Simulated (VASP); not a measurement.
**Single-point calculation of Ge (part 4 of 4)**

Ge (Fd-3m, 36 atoms in the cell); Kohn-Sham DFT of a periodic cell, PBEsol, VASP PAW PBE potentials, recommended, no spin polarisation (VASP 6.6.1); cutoff 350 eV, 2×2×3 k-mesh, Gaussian smearing of 0.02 eV. The structure derives from an entry of the Crystallography Open Database. It belongs to a series of runs on one base structure; here: grid = ENCUT=350 dk=0.45 cell=3x3x2 ISMEAR=0 SIGMA=0.02 LREAL=Auto EDIFF=1e-06. The settings are looser than a standard set-up, so the numbers are not reference values.

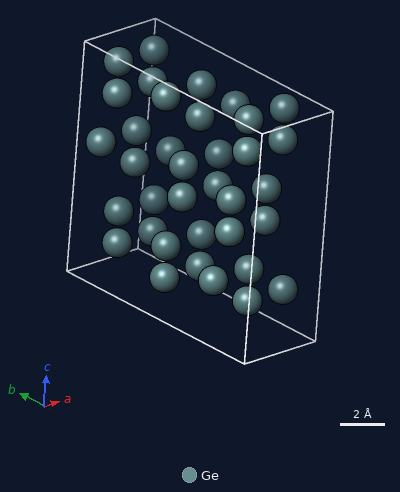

The structure as given in the input (spheres-only view of the reduced cell, seen at an oblique angle). An atom can appear more than once, as a periodic image.

Parts of OUTCAR, continued:
```
     90     -19.7284      2.00000
     91     -19.7267      2.00000
     92     -19.7267      2.00000
     93     -19.7267      2.00000
     94     -19.7267      2.00000
     95     -19.7228      2.00000
     96     -19.7228      2.00000
     97     -19.7228      2.00000
     98     -19.7228      2.00000
     99     -19.7100      2.00000
    100     -19.6994      2.00000
    101     -19.6994      2.00000
    102     -19.6994      2.00000
    103     -19.6946      2.00000
    104     -19.6946      2.00000
    105     -19.6941      2.00000
    106     -19.6941      2.00000
    107     -19.6909      2.00000
    108     -19.6863      2.00000
    109     -19.6863      2.00000
    110     -19.6863      2.00000
    111     -19.6863      2.00000
    112     -19.6808      2.00000
    113     -19.6808      2.00000
    114     -19.6679      2.00000
    115     -19.6679      2.00000
    116     -19.6677      2.00000
    117     -19.6677      2.00000
    118     -19.6677      2.00000
    119     -19.6677      2.00000
    120     -19.6677      2.00000
    121     -19.6675      2.00000
    122     -19.6675      2.00000
    123     -19.6644      2.00000
    124     -19.6644      2.00000
    125     -19.6572      2.00000
    126     -19.6572      2.00000
    127     -19.6533      2.00000
    128     -19.6497      2.00000
    129     -19.6497      2.00000
    130     -19.6497      2.00000
    131     -19.6497      2.00000
    132     -19.6481      2.00000
    133     -19.6481      2.00000
    134     -19.6467      2.00000
    135     -19.6454      2.00000
    136     -19.6454      2.00000
    137     -19.6454      2.00000
    138     -19.6397      2.00000
    139     -19.6397      2.00000
    140     -19.6277      2.00000
    141     -19.6246      2.00000
    142     -19.6214      2.00000
    143     -19.6214      2.00000
    144     -19.6214      2.00000
    145     -19.5948      2.00000
    146     -19.5948      2.00000
    147     -19.5923      2.00000
    148     -19.5901      2.00000
    149     -19.5901      2.00000
    150     -19.5901      2.00000
    151     -19.5783      2.00000
    152     -19.5773      2.00000
    153     -19.5773      2.00000
    154     -19.5767      2.00000
    155     -19.5766      2.00000
    156     -19.5766      2.00000
    157     -19.5724      2.00000
    158     -19.5724      2.00000
    159     -19.5704      2.00000
    160     -19.5697      2.00000
    161     -19.5697      2.00000
    162     -19.5679      2.00000
    163     -19.5679      2.00000
    164     -19.5679      2.00000
    165     -19.5679      2.00000
    166     -19.5667      2.00000
    167     -19.5667      2.00000
    168     -19.5667      2.00000
    169     -19.5667      2.00000
    170     -19.5644      2.00000
    171     -19.5644      2.00000
    172     -19.5642      2.00000
    173     -19.5642      2.00000
    174     -19.5601      2.00000
    175     -19.5579      2.00000
    176     -19.5579      2.00000
    177     -19.5579      2.00000
    178     -19.5579      2.00000
    179     -19.5546      2.00000
    180     -19.5546      2.00000
    181      -7.5903      2.00000
    182      -7.0426      2.00000
    183      -6.7161      2.00000
    184      -6.7161      2.00000
    185      -6.7161      2.00000
    186      -5.9892      2.00000
    187      -5.9892      2.00000
    188      -5.8010      2.00000
    189      -5.8010      2.00000
    190      -5.8010      2.00000
    191      -5.8010      2.00000
    192      -5.6543      2.00000
    193      -5.6543      2.00000
    194      -5.0693      2.00000
    195      -4.9290      2.00000
    196      -4.9290      2.00000
    197      -3.9576      2.00000
    198      -3.9576      2.00000
    199      -3.9576      2.00000
    200      -3.9576      2.00000
    201      -3.0119      2.00000
    202      -3.0119      2.00000
    203      -2.8351      2.00000
    204      -2.5537      2.00000
    205      -2.5537      2.00000
    206      -2.0140      2.00000
    207      -2.0140      2.00000
    208      -1.9066      2.00000
    209      -1.9066      2.00000
    210      -1.9066      2.00000
    211      -1.9066      2.00000
    212      -0.5630      2.00000
    213      -0.5630      2.00000
    214      -0.5630      2.00000
    215       0.1429      2.00000
    216       0.6880      2.00000
    217       0.6880      2.00000
    218       1.0996      2.00000
    219       1.1068      2.00000
    220       1.1068      2.00000
    221       1.1068      2.00000
    222       1.1068      2.00000
    223       1.1434      2.00000
    224       1.1434      2.00000
    225       1.1434      2.00000
    226       1.1434      2.00000
    227       1.5173      2.00000
    228       1.5173      2.00000
    229       1.6852      2.00000
    230       1.7242      2.00000
    231       1.7242      2.00000
    232       1.9674      2.00000
    233       1.9674      2.00000
    234       2.0936      2.00000
    235       2.2974      2.00000
    236       2.4075      2.00000
    237       2.4075      2.00000
    238       2.4075      2.00000
    239       2.4075      2.00000
    240       2.5604      2.00000
    241       2.5604      2.00000
    242       2.5604      2.00000
    243       2.8924      2.00000
    244       2.8924      2.00000
    245       2.9580      2.00000
    246       2.9580      2.00000
    247       2.9580      2.00000
    248       3.3831      2.00000
    249       3.3831      2.00000
    250       4.1740      2.00000
    251       4.3451      2.00000
    252       4.3451      2.00000
    253       5.7847      0.00000
    254       5.8349      0.00000
    255       6.4309      0.00000
    256       6.4312      0.00000
    257       6.5752      0.00000
    258       6.5766      0.00000
    259       6.5813      0.00000
    260       6.5813      0.00000
    261       6.5921      0.00000
    262       7.4949      0.00000
    263       7.5141      0.00000
    264       7.5575      0.00000

------------------------ aborting loop because EDIFF is reached ----------------------------------------

  FORCE on cell =-STRESS in cart. coord.  units (eV):
  Direction    XX          YY          ZZ          XY          YZ          ZX
  --------------------------------------------------------------------------------------
  -------------------------------------------------------------------------------------
  Total        3.0799418      3.0799418      3.0789351      0.0031235      0.0005286      0.0005288
  in kB        6.0547080      6.0547080      6.0527290      0.0061403      0.0010391      0.0010395
  external PRESSURE =       6.0540483 kB  Pullay stress =       0.0000000 kB

 VOLUME and BASIS-vectors are now :
 -----------------------------------------------------------------------------
  energy-cutoff  :      350.00
  volume of cell :      815.00
      direct lattice vectors                 reciprocal lattice vectors
     0.000000000  8.486730000  8.486730000    -0.058915507  0.058915507  0.058915507
     8.486730000  0.000000000  8.486730000     0.058915507 -0.058915507  0.058915507
     5.657820000  5.657820000  0.000000000     0.088373260  0.088373260 -0.088373260

 POSITION                                       TOTAL-FORCE (eV/Angst)
 -----------------------------------------------------------------------------------
      4.24336      4.24336      4.24336        -0.000011     -0.000011     -0.000051
      7.07227      7.07227      4.24336        -0.000011     -0.000011     -0.000051
      7.07227      4.24336      7.07227        -0.000011     -0.000011     -0.000051
      9.90118      7.07227      7.07227        -0.000011     -0.000011     -0.000051
      9.90119      4.24336      9.90119        -0.000011     -0.000011     -0.000051
     12.73010      7.07227      9.90119        -0.000011     -0.000011     -0.000051
      4.24336      7.07227      7.07227        -0.000011     -0.000011     -0.000051
      7.07227      9.90118      7.07227        -0.000011     -0.000011     -0.000051
      7.07227      7.07227      9.90118        -0.000011     -0.000011     -0.000051
      9.90118      9.90118      9.90118        -0.000011     -0.000011     -0.000051
      9.90119      7.07227     12.73009        -0.000011     -0.000011     -0.000051
     12.73010      9.90118     12.73009        -0.000011     -0.000011     -0.000051
      4.24336      9.90119      9.90119        -0.000011     -0.000011     -0.000051
      7.07227     12.73010      9.90119        -0.000011     -0.000011     -0.000051
      7.07227      9.90119     12.73009        -0.000011     -0.000011     -0.000051
      9.90118     12.73010     12.73009        -0.000011     -0.000011     -0.000051
      9.90119      9.90119     15.55901        -0.000011     -0.000011     -0.000051
     12.73010     12.73010     15.55901        -0.000011     -0.000011     -0.000051
      2.82891      2.82891      2.82891         0.000011      0.000011      0.000051
      5.65782      5.65782      2.82891         0.000011      0.000011      0.000051
      5.65782      2.82891      5.65782         0.000011      0.000011      0.000051
      8.48673      5.65782      5.65782         0.000011      0.000011      0.000051
      8.48673      2.82891      8.48673         0.000011      0.000011      0.000051
     11.31564      5.65782      8.48673         0.000011      0.000011      0.000051
      2.82891      5.65782      5.65782         0.000011      0.000011      0.000051
      5.65782      8.48673      5.65782         0.000011      0.000011      0.000051
      5.65782      5.65782      8.48673         0.000011      0.000011      0.000051
      8.48673      8.48673      8.48673         0.000011      0.000011      0.000051
      8.48673      5.65782     11.31564         0.000011      0.000011      0.000051
     11.31564      8.48673     11.31564         0.000011      0.000011      0.000051
      2.82891      8.48673      8.48673         0.000011      0.000011      0.000051
      5.65782     11.31564      8.48673         0.000011      0.000011      0.000051
      5.65782      8.48673     11.31564         0.000011      0.000011      0.000051
      8.48673     11.31564     11.31564         0.000011      0.000011      0.000051
      8.48673      8.48673     14.14455         0.000011      0.000011      0.000051
     11.31564     11.31564     14.14455         0.000011      0.000011      0.000051
 -----------------------------------------------------------------------------------
    total drift:                                0.000675      0.000675     -0.000689

  FREE ENERGIE OF THE ION-ELECTRON SYSTEM (eV)
  ---------------------------------------------------
  free  energy   TOTEN  =      -176.9340151871 eV

  energy  without entropy=     -176.9310549590  energy(sigma->0) =     -176.93253507
```

CONTCAR:
```
Ge
   1.00000000000000
     0.0000000000000000    8.4867299999999997    8.4867299999999997
     8.4867299999999997    0.0000000000000000    8.4867299999999997
     5.6578200000000001    5.6578200000000001    0.0000000000000000
  Ge
    36
Direct
     0.2500000000000000    0.2500000000000000    0.3750000000000000
     0.2500000000000000    0.2500000000000000    0.8750000000000000
     0.2500000000000000    0.5833333332999970    0.3750000000000000
     0.2500000000000000    0.5833333332999970    0.8750000000000000
     0.2500000000000000    0.9166666667000030    0.3750000000000000
     0.2500000000000000    0.9166666667000030    0.8750000000000000
     0.5833333332999970    0.2500000000000000    0.3750000000000000
     0.5833333332999970    0.2500000000000000    0.8750000000000000
     0.5833333332999970    0.5833333332999970    0.3750000000000000
     0.5833333332999970    0.5833333332999970    0.8750000000000000
     0.5833333332999970    0.9166666667000030    0.3750000000000000
     0.5833333332999970    0.9166666667000030    0.8750000000000000
     0.9166666667000030    0.2500000000000000    0.3750000000000000
     0.9166666667000030    0.2500000000000000    0.8750000000000000
     0.9166666667000030    0.5833333332999970    0.3750000000000000
     0.9166666667000030    0.5833333332999970    0.8750000000000000
     0.9166666667000030    0.9166666667000030    0.3750000000000000
     0.9166666667000030    0.9166666667000030    0.8750000000000000
     0.1666666667000030    0.1666666667000030    0.2500000000000000
     0.1666666667000030    0.1666666667000030    0.7500000000000000
     0.1666666667000030    0.5000000000000000    0.2500000000000000
     0.1666666667000030    0.5000000000000000    0.7500000000000000
     0.1666666667000030    0.8333333332999970    0.2500000000000000
     0.1666666667000030    0.8333333332999970    0.7500000000000000
     0.5000000000000000    0.1666666667000030    0.2500000000000000
     0.5000000000000000    0.1666666667000030    0.7500000000000000
     0.5000000000000000    0.5000000000000000    0.2500000000000000
     0.5000000000000000    0.5000000000000000    0.7500000000000000
     0.5000000000000000    0.8333333332999970    0.2500000000000000
     0.5000000000000000    0.8333333332999970    0.7500000000000000
     0.8333333332999970    0.1666666667000030    0.2500000000000000
     0.8333333332999970    0.1666666667000030    0.7500000000000000
     0.8333333332999970    0.5000000000000000    0.2500000000000000
     0.8333333332999970    0.5000000000000000    0.7500000000000000
     0.8333333332999970    0.8333333332999970    0.2500000000000000
     0.8333333332999970    0.8333333332999970    0.7500000000000000

  0.00000000E+00  0.00000000E+00  0.00000000E+00
  0.00000000E+00  0.00000000E+00  0.00000000E+00
  0.00000000E+00  0.00000000E+00  0.00000000E+00
  0.00000000E+00  0.00000000E+00  0.00000000E+00
  0.00000000E+00  0.00000000E+00  0.00000000E+00
  0.00000000E+00  0.00000000E+00  0.00000000E+00
  0.00000000E+00  0.00000000E+00  0.00000000E+00
  0.00000000E+00  0.00000000E+00  0.00000000E+00
  0.00000000E+00  0.00000000E+00  0.00000000E+00
  0.00000000E+00  0.00000000E+00  0.00000000E+00
  0.00000000E+00  0.00000000E+00  0.00000000E+00
  0.00000000E+00  0.00000000E+00  0.00000000E+00
  0.00000000E+00  0.00000000E+00  0.00000000E+00
  0.00000000E+00  0.00000000E+00  0.00000000E+00
  0.00000000E+00  0.00000000E+00  0.00000000E+00
  0.00000000E+00  0.00000000E+00  0.00000000E+00
  0.00000000E+00  0.00000000E+00  0.00000000E+00
  0.00000000E+00  0.00000000E+00  0.00000000E+00
  0.00000000E+00  0.00000000E+00  0.00000000E+00
  0.00000000E+00  0.00000000E+00  0.00000000E+00
  0.00000000E+00  0.00000000E+00  0.00000000E+00
  0.00000000E+00  0.00000000E+00  0.00000000E+00
  0.00000000E+00  0.00000000E+00  0.00000000E+00
  0.00000000E+00  0.00000000E+00  0.00000000E+00
  0.00000000E+00  0.00000000E+00  0.00000000E+00
  0.00000000E+00  0.00000000E+00  0.00000000E+00
  0.00000000E+00  0.00000000E+00  0.00000000E+00
  0.00000000E+00  0.00000000E+00  0.00000000E+00
  0.00000000E+00  0.00000000E+00  0.00000000E+00
  0.00000000E+00  0.00000000E+00  0.00000000E+00
  0.00000000E+00  0.00000000E+00  0.00000000E+00
  0.00000000E+00  0.00000000E+00  0.00000000E+00
  0.00000000E+00  0.00000000E+00  0.00000000E+00
  0.00000000E+00  0.00000000E+00  0.00000000E+00
  0.00000000E+00  0.00000000E+00  0.00000000E+00
  0.00000000E+00  0.00000000E+00  0.00000000E+00
```

This output came from the following input.

INCAR:
```
PREC = Accurate
ENCUT = 350
EDIFF = 1E-6
ISMEAR = 0
SIGMA = 0.02
LREAL = Auto
LASPH = True
NELM = 120
ALGO = Fast
ISIF = 2
LWAVE = False
LCHARG = False
GGA = PS
NBANDS = 264
NCORE = 1
KPAR = 2
```

KPOINTS:
```
Automatic mesh
0
Gamma
  2 2 3
```

POSCAR:
```
Ge
1.0
    0.0000000000      8.4867300000      8.4867300000
    8.4867300000      0.0000000000      8.4867300000
    5.6578200000      5.6578200000      0.0000000000
Ge
36
Direct
    0.2500000000      0.2500000000      0.3750000000
    0.2500000000      0.2500000000      0.8750000000
    0.2500000000      0.5833333333      0.3750000000
    0.2500000000      0.5833333333      0.8750000000
    0.2500000000      0.9166666667      0.3750000000
    0.2500000000      0.9166666667      0.8750000000
    0.5833333333      0.2500000000      0.3750000000
    0.5833333333      0.2500000000      0.8750000000
    0.5833333333      0.5833333333      0.3750000000
    0.5833333333      0.5833333333      0.8750000000
    0.5833333333      0.9166666667      0.3750000000
    0.5833333333      0.9166666667      0.8750000000
    0.9166666667      0.2500000000      0.3750000000
    0.9166666667      0.2500000000      0.8750000000
    0.9166666667      0.5833333333      0.3750000000
    0.9166666667      0.5833333333      0.8750000000
    0.9166666667      0.9166666667      0.3750000000
    0.9166666667      0.9166666667      0.8750000000
    0.1666666667      0.1666666667      0.2500000000
    0.1666666667      0.1666666667      0.7500000000
    0.1666666667      0.5000000000      0.2500000000
    0.1666666667      0.5000000000      0.7500000000
    0.1666666667      0.8333333333      0.2500000000
    0.1666666667      0.8333333333      0.7500000000
    0.5000000000      0.1666666667      0.2500000000
    0.5000000000      0.1666666667      0.7500000000
    0.5000000000      0.5000000000      0.2500000000
    0.5000000000      0.5000000000      0.7500000000
    0.5000000000      0.8333333333      0.2500000000
    0.5000000000      0.8333333333      0.7500000000
    0.8333333333      0.1666666667      0.2500000000
    0.8333333333      0.1666666667      0.7500000000
    0.8333333333      0.5000000000      0.2500000000
    0.8333333333      0.5000000000      0.7500000000
    0.8333333333      0.8333333333      0.2500000000
    0.8333333333      0.8333333333      0.7500000000
```

Launched with:
```bash
cat potpaw_PBE.64/Ge_d/POTCAR > POTCAR
mpirun -np 4 vasp_std > vasp.out
```

Key numbers:

| quantity | value |
| --- | --- |
| outcome | converged |
| space group (tolerance 0.01 Å) | Fd-3m (227) |
| electrons treated | 504 |
| free energy | −176.9340 eV |
| gap on the k-point mesh | none (metallic) |
| pressure | 0.61 GPa |
| largest force (length of the vector) | under 0.001 eV/Å |
| hardware | 4 threads of Intel Xeon (Granite Rapids), 64 GiB of memory available, shared host |
| wall time | 8.5 min (CPU time 34 min) |
| peak memory | 0.63 GiB |

Remarks:

Settings chosen away from the usual ones: grid = ENCUT=350 dk=0.45 cell=3x3x2 ISMEAR=0 SIGMA=0.02 LREAL=Auto EDIFF=1e-06. The settings depart from the standard set-up of this series, which can bear on the numbers.
